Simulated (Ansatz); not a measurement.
System: Mg.

Input

```
crystal:
  lattice:
    - [3.2093, 0.0, 0.0]
    - [-1.60465, 2.7793353284, 0.0]
    - [0.0, 0.0, 5.418712]
  atoms:
    - { symbol: Mg, position: [0.6666666667, 0.3333333333, 0.75] }
    - { symbol: Mg, position: [0.3333333333, 0.6666666667, 0.25] }
hamiltonian:
  xc: pbesol
  pseudopotentials: { kind: paw }
kpoints:
  mp_grid: { grid: [8, 8, 4] }
  band_path:
    path:
      - [[0.0, 0.0, 0.0], [0.5, 0.0, 0.0], [0.3333333333, 0.3333333333, 0.0], [0.0, 0.0, 0.0], [0.0, 0.0, 0.5], [0.5, 0.0, 0.5], [0.3333333333, 0.3333333333, 0.5], [0.0, 0.0, 0.5]]
      - [[0.5, 0.0, 0.5], [0.5, 0.0, 0.0]]
      - [[0.3333333333, 0.3333333333, 0.0], [0.3333333333, 0.3333333333, 0.5]]
    npoints: 14
scf:
  occupations: { method: fermi_dirac, width: 0.05 }
  n_extra_bands: 6
output:
  forces: true
  stress: true
  eigenvalues: true
  fatbands: false
  write_density: true
  write_potential: true
  elf: true
  volumetric_format: npy
```

Run with:

```sh
ansatz run input.yaml --threads 2 --pin off --max-ram 5632MiB --backend cpu --events-out ev --progress --plain --runs-dir out
```

Below, planes, directions and counts refer to the conventional cell (a = 3.21 Å, b = 3.21 Å, c = 5.42 Å, α = 90.00°, β = 90.00°, γ = 120.00°).

Space group P6₃/mmc; computed pressure about −2 GPa in this cell.

Level of theory: Kohn-Sham DFT of a periodic cell, PBEsol, Ansatz PAW (Ansatz).

What can the converged valence pseudo-density and electron localisation function tell about the bonding?

Answer. Mg–Mg (3.21 Å): ρ is about 0.1 e/Å³ halfway; the ELF peaks at about 0.60 between the atoms.
The ELF has a maximum of about 0.70 in the space between the atoms, on no atom or two-centre bond.

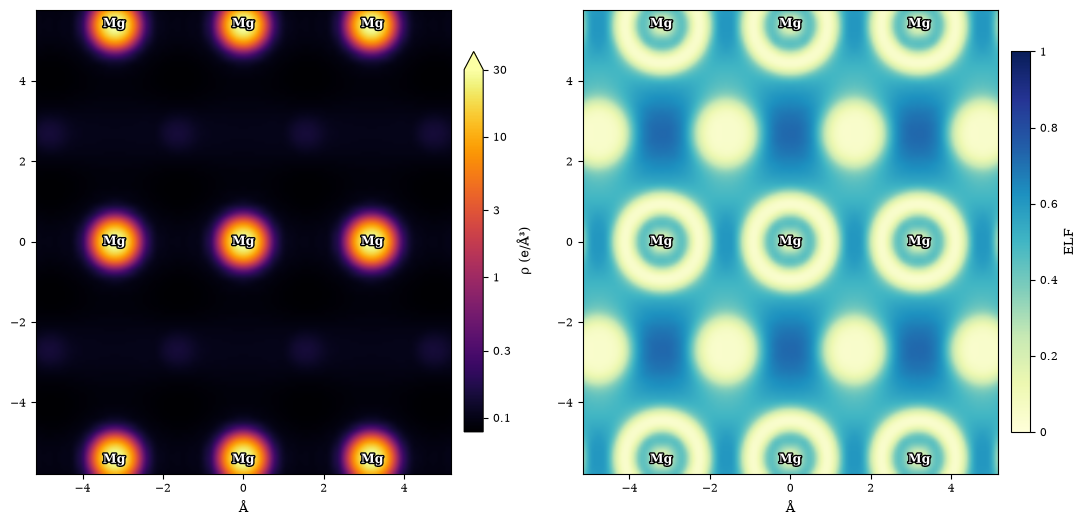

Computed valence pseudo-density and electron localisation function on the (100) plane of the conventional cell, in this order. Atoms just off the plane (Mg, 0.9 Å away) can leave unmarked features too.
